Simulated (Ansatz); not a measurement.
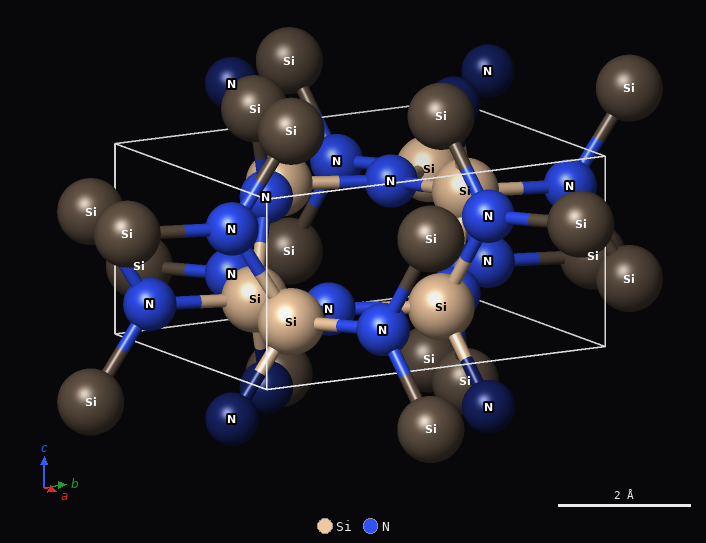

Shown here is a ball-and-stick view of the crystal, taken slightly off an axis. The lines enclose the conventional unit cell; boundary atoms appear with their images. Bonded atoms from the next cells complete the picture, in fainter colours.

Si3N4, space group P6_3/m (No. 176), a = 7.606 Å, b = 7.606 Å, c = 2.906 Å, α = 90.00°, β = 90.00°, γ = 120.00°. The structure comes from a structure listed in the Materials Project. Earlier steps of the study may have refined or changed the cell and positions. It was run through Ansatz as a DFT input.

This one geometry was computed with Ansatz (DFT, plane waves, PAW) at four levels of theory: PBE0, r2SCAN, HSE06 and PBE. It was relaxed beforehand with r2SCAN.

Q: Which level gives the highest pressure at this volume, and what does that say about its equilibrium volume?

A: Highest: PBE (5.7 GPa), which points to the largest equilibrium volume. Lowest, with the smallest volume: PBE0 (-0.8 GPa) and HSE06 (-0.7 GPa). Levels within 0.5 GPa of each other can't be told apart.

Q: How does the band gap change with the level of theory?

A: PBE: a gap of 4.34 eV, indirect; r2SCAN: a gap of 4.99 eV, indirect; HSE06: a gap of 5.77 eV, indirect; PBE0: a gap of 6.54 eV, indirect.

Q: Collect the results in a table.

A:
| level | cutoff (eV) | k-mesh of the run's cell | gap (eV) | pressure (GPa) |
| --- | --- | --- | --- | --- |
| PBE0 | 420 | 3×3×6 | 6.54 | -0.8 |
| r2SCAN | 500 | 6×6×8 | 4.99 | 0.0 |
| HSE06 | 420 | 3×3×6 | 5.77 | -0.7 |
| PBE | 420 | 6×6×8 | 4.34 | 5.7 |

Gaps are taken on the k-mesh or band path of each run.
